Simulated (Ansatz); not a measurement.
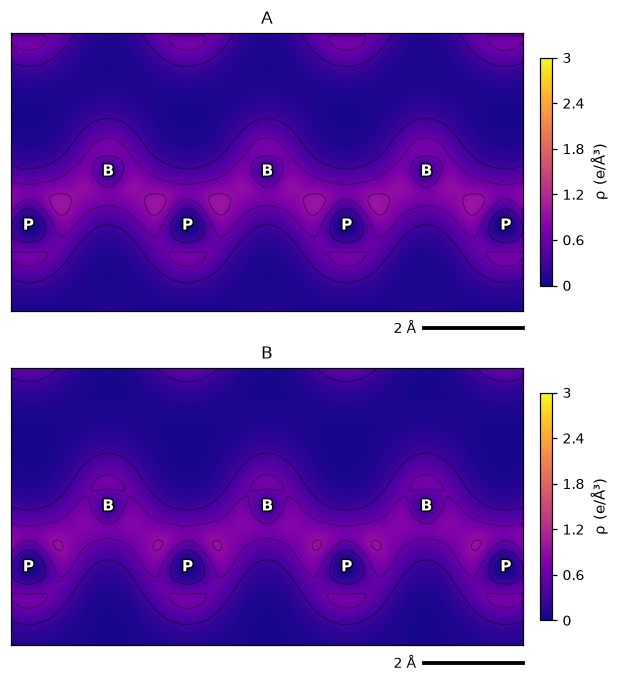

BP. The valence pseudo-density of two cells that differ in size and shape, on the (11̄0) plane of each (indices in the axes of the calculation cell), at one length scale and on one colour scale: B has 12.6 Å³ an atom and A 11.2.

Level of theory: DFT PBEsol, scalar-relativistic, plane waves, PAW in Ansatz 0.2.0.

The density is the valence pseudo-density of a PAW calculation; it isn't the true density close to the nuclei.

The larger cell:

```cif
data_structure
_symmetry_space_group_name_H-M 'P 1'
_symmetry_Int_Tables_number 1
_cell_length_a 3.3397
_cell_length_b 3.3397
_cell_length_c 3.2089
_cell_angle_alpha 61.288
_cell_angle_beta 61.288
_cell_angle_gamma 57.425
_cell_volume 25.23
loop_
_atom_site_label
_atom_site_type_symbol
_atom_site_fract_x
_atom_site_fract_y
_atom_site_fract_z
_atom_site_occupancy
B1 B 0.00000 0.00000 0.00000 1
P1 P 0.75000 0.75000 0.75000 1
```

The smaller cell: a = 3.145 Å, b = 3.145 Å, c = 3.209 Å, α = 59.33°, β = 59.33°, γ = 61.34°.

Question: What changes from the larger cell to the smaller?

Answer: From the larger cell to the smaller, B–P goes from 2.02 to 1.94 Å, and the density at its midpoint from 0.82 to 0.92 e/Å³; the pressure goes from −13 to 5 GPa; the Kohn–Sham gap goes from 0.67 eV to 0.47 eV.
